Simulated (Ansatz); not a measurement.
**Rh: a changed input and its effect**

System: Rh (Fm-3m, 1 atom in the cell).
Method of run 1: DFT PBEsol, scalar-relativistic, plane waves, PAW, no spin polarisation (Ansatz 0.2.0).

The structure derives from an entry of the Crystallography Open Database. Text and figures count atoms from 1; the logs count them from 0 in places.

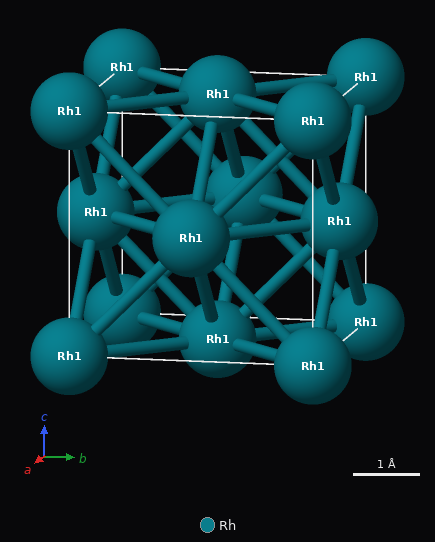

The input geometry (ball-and-stick view of the cell 4 times as large as that of the calculation, set on its symmetry axes, seen slightly off an axis; atoms are numbered from 1 in the order of the input). An atom can appear more than once, as a periodic image.

Input, run 1:
```yaml
crystal:
  lattice:
    - [2.6728587958, 0.0, 0.0]
    - [-1.3364293979, 2.3147636179, 0.0]
    - [1.3364293979, 0.7715878726, 2.1823800681]
  atoms:
    - { symbol: Rh, position: [0.0, 0.0, 0.0] }
basis:
  ecutwfc: 420
kpoints:
  mp_grid: { grid: [15, 15, 16] }
hamiltonian:
  xc: pbesol
scf:
  occupations: { method: gaussian, width: 0.1 }
output:
  forces: true
  stress: true
  eigenvalues: true
```

Command:
```bash
ansatz run input.yaml --threads 2 --pin off --max-ram 5120MiB --backend cpu --events-out ev --progress --plain --runs-dir out
```

Hardware: 2 threads of Arm Neoverse V2, 24 GiB of memory available, shared host.

Output, shortened to warnings, some set-up lines, iterations and results (run 1):
```
Warning: crystal.symmetry: narrowed to the stabiliser of the k-point mesh — unitary ops 48 → 4; excluded 44 operations that carry a point of the 15×15×16 mesh (shift [0, 0, 0]) off the mesh (the run samples exactly the mesh kpoints.mp_grid names, as under crystal.symmetry.detect: false, and its converged state has the mesh's symmetry, not the crystal's; ε∞, the Born charges and the force …
Basis set: ecut = 420 eV, 259 PW (Γ), exchange–correlation on 36×36×36 points (8 copies of the dense FFT grid, shifted against one another)
Symmetry: 4 space group operations
k-points: 968 of 3600
Initial density: superposition of atomic densities (neutral atoms: chi_scale 0, normalization atom), corrected by the library's trained network
[...]
SCF iter   1: F=—  HF=-6338.752595 eV  |F-HF|=—  |Δ(HF+E_count)|=         —  Δρ=9.98e-3  dr2=1.08e-2  ethr=1.77e-3  ⟨swp⟩=4.9  Hψ=69402  notcnv=0
SCF iter   2: F=—  HF=-6338.749568 eV  |F-HF|=—  |Δ(HF+E_count)|=   3.03e-3  Δρ=3.80e-3  dr2=1.10e-3  ethr=6.34e-5  ⟨swp⟩=2.7  Hψ=28066  notcnv=0  defer=53
SCF iter   3: F=—  HF=-6338.749248 eV  |F-HF|=—  |Δ(HF+E_count)|=   3.20e-4  Δρ=1.45e-3  dr2=5.11e-5  ethr=6.48e-6  ⟨swp⟩=2.4  Hψ=18183  notcnv=0  defer=53
SCF iter   4: F=—  HF=-6338.749242 eV  |F-HF|=—  |Δ(HF+E_count)|=   6.27e-6  Δρ=1.04e-4  dr2=4.79e-7  ethr=3.01e-7  ⟨swp⟩=2.0  Hψ=20599  notcnv=0  defer=53
SCF iter   5: F=-6338.749242 eV  HF=-6338.749242 eV  |F-HF|=6.81e-9  |Δ(HF+E_count)|=   8.20e-8  Δρ=3.39e-5  dr2=3.22e-8  ethr=2.82e-9  ⟨swp⟩=1.3  Hψ=13276  notcnv=0  defer=53
SCF iter   6: F=-6338.749242 eV  HF=-6338.749242 eV  |F-HF|=1.42e-9  |Δ(HF+E_count)|=   1.07e-8  Δρ=9.18e-6  dr2=2.78e-9  ethr=1.89e-10  ⟨swp⟩=2.9  Hψ=46180  notcnv=0
SCF 1 converged in 6 iterations: F = -6338.749242 eV  dr2 = 2.78e-9
SCF converged after 6 iterations
Free energy (F): -6338.749242 eV
Harris-Foulkes:  -6338.749242 eV  (|F-HF|=1.42e-9)
Internal energy: -6338.742422 eV  (E = F + TS)
E sigma→0 (E₀):  -6338.745832 eV
Entropy (-TS):   -0.006820 eV (-6.820 meV/atom)
Fermi energy:    22.776487 eV
--- Per-component energies (eV) ---
  E_band       = -79.893410
  E_kinetic    = 573.699939
  E_local      = -1541.065643  (includes V_loc(G=0)·N_el)
  E_nonlocal   = 356.243006
  E_hartree    = 540.541533
  E_xc         = -220.851990
  E_vxc        = -278.286296  (∫ρ·V_xc dr)
  E_paw        = -3523.786428  (= ΣΔE_a)
  E_vpaw       = -271.569517  (= ΣTr[D̂ρ^β])
  E_aug_tail   = 0.000801  (compensation charges beyond the density's cutoff)
  E_ewald      = -2523.799839
  E_core_change = 0.276200  (= ΣΔE_core)
  E_smearing   = -0.006820  (= −TS)
  E_closure    = -0.000000  (closes the sum)
  Σ components = -6338.749242   (vs F -6338.749242, Δ=0.00e0)
--- Forces (eV/Å), atoms counted from 1 ---
  atom   1  Rh     0.00000000     0.00000000     0.00000000
  max |Σ_I F_I| component: 1.23e-32 eV/Å
--- Stress (GPa, compression-positive) ---
       -0.028667       0.089251       0.024234
        0.089251      -0.131725       0.013992
        0.024233       0.013991       0.153824
  P = ⅓ Tr σ = -0.0022 GPa (-0.022 kbar)
```

The input of run 2 differs as follows (lines with − go, lines with + come):
```diff
-  mp_grid: { grid: [15, 15, 16] }
+  mp_grid: { grid: [10, 10, 11] }
+  initial_density: { chi_scale: 0.0 }
```

How does run 2 compare with run 1?

The free energy of run 2 is 7.4 meV per atom lower, which comes mainly from the change of mesh; a solver setting shouldn't move a converged energy. The number of SCF iterations is the same. The irreducible k-points go from 968 to 306.

Output, shortened to warnings, some set-up lines, iterations and results (run 2):
```
Warning: crystal.symmetry: narrowed to the stabiliser of the k-point mesh — unitary ops 48 → 4; excluded 44 operations that carry a point of the 10×10×11 mesh (shift [0, 0, 0]) off the mesh (the run samples exactly the mesh kpoints.mp_grid names, as under crystal.symmetry.detect: false, and its converged state has the mesh's symmetry, not the crystal's; ε∞, the Born charges and the force …
Basis set: ecut = 420 eV, 259 PW (Γ), exchange–correlation on 36×36×36 points (8 copies of the dense FFT grid, shifted against one another)
Symmetry: 4 space group operations
k-points: 306 of 1100
Initial density: superposition of atomic densities (chi_scale 0, normalization cell)
[...]
SCF iter   1: F=—  HF=-6339.363463 eV  |F-HF|=—  |Δ(HF+E_count)|=         —  Δρ=1.28e-1  dr2=1.99e0  ethr=3.10e-3  ⟨swp⟩=4.8  Hψ=21302  notcnv=0
SCF iter   2: F=—  HF=-6338.813737 eV  |F-HF|=—  |Δ(HF+E_count)|=   5.50e-1  Δρ=4.78e-2  dr2=1.67e-1  ethr=3.10e-3  ⟨swp⟩=2.2  Hψ=10062  notcnv=0  defer=106
SCF iter   3: F=—  HF=-6338.759310 eV  |F-HF|=—  |Δ(HF+E_count)|=   5.44e-2  Δρ=1.59e-2  dr2=8.72e-3  ethr=9.83e-4  ⟨swp⟩=2.6  Hψ=7702  notcnv=0  defer=106
SCF iter   4: F=—  HF=-6338.756653 eV  |F-HF|=—  |Δ(HF+E_count)|=   2.66e-3  Δρ=8.01e-4  dr2=2.02e-5  ethr=5.13e-5  ⟨swp⟩=1.6  Hψ=4712  notcnv=0  defer=106
SCF iter   5: F=—  HF=-6338.756667 eV  |F-HF|=—  |Δ(HF+E_count)|=   1.38e-5  Δρ=1.78e-4  dr2=6.91e-7  ethr=1.19e-7  ⟨swp⟩=2.6  Hψ=6438  notcnv=0  defer=106
SCF iter   6: F=-6338.756667 eV  HF=-6338.756667 eV  |F-HF|=3.31e-8  |Δ(HF+E_count)|=   1.76e-7  Δρ=3.62e-5  dr2=6.73e-8  ethr=5.88e-10  ⟨swp⟩=6.6  Hψ=19385  notcnv=0
SCF 1 converged in 6 iterations: F = -6338.756667 eV  dr2 = 6.73e-8
SCF converged after 6 iterations
Free energy (F): -6338.756667 eV
Harris-Foulkes:  -6338.756667 eV  (|F-HF|=3.31e-8)
Internal energy: -6338.751484 eV  (E = F + TS)
E sigma→0 (E₀):  -6338.754075 eV
Entropy (-TS):   -0.005183 eV (-5.183 meV/atom)
Fermi energy:    22.793163 eV
--- Per-component energies (eV) ---
  E_band       = -79.783702
  E_kinetic    = 573.753031
  E_local      = -1541.290743  (includes V_loc(G=0)·N_el)
  E_nonlocal   = 356.294917
  E_hartree    = 540.685300
  E_xc         = -220.854843
  E_vxc        = -278.290083  (∫ρ·V_xc dr)
  E_paw        = -3523.816308  (= ΣΔE_a)
  E_vpaw       = -271.614710  (= ΣTr[D̂ρ^β])
  E_aug_tail   = 0.000802  (compensation charges beyond the density's cutoff)
  E_ewald      = -2523.799839
  E_core_change = 0.276200  (= ΣΔE_core)
  E_smearing   = -0.005183  (= −TS)
  E_closure    = -0.000000  (closes the sum)
  Σ components = -6338.756667   (vs F -6338.756667, Δ=0.00e0)
--- Forces (eV/Å), atoms counted from 1 ---
  atom   1  Rh     0.00000000     0.00000000     0.00000000
  max |Σ_I F_I| component: 6.16e-33 eV/Å
--- Stress (GPa, compression-positive) ---
       -0.273125       0.232603       0.296707
        0.232603      -0.541713       0.171304
        0.296703       0.171302       0.585912
  P = ⅓ Tr σ = -0.0763 GPa (-0.763 kbar)
```

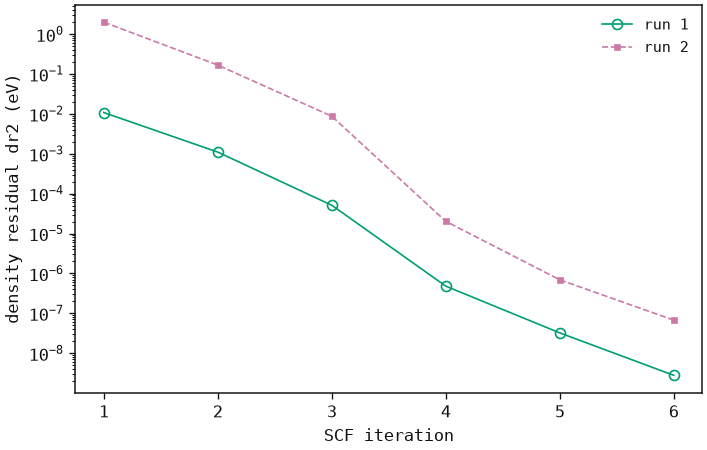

Convergence of the two runs: density residual dr2 against the SCF iteration. Run 1 takes 6 iterations in all, and run 2 takes 6.

The two runs side by side:

```csv
quantity,run 1,run 2
outcome,converged,converged
free energy per atom (eV),−6338.7492,−6338.7567
"energy per atom, smearing taken to zero (eV)",−6338.7458,−6338.7541
gap on the mesh (eV),0.00,0.00
pressure (GPa),0.00,−0.08
largest force (eV/Å),0.000,0.000
SCF iterations,6,6
irreducible k-points,968,306
plane waves at Γ,259,259
wall time (shared host),3.9 s,1.4 s
```

For both runs: Warnings: the k-point mesh lowers the symmetry that the run can use. For run 2: These settings are looser than, or depart from, a standard set-up, so the numbers are not reference values for this system.
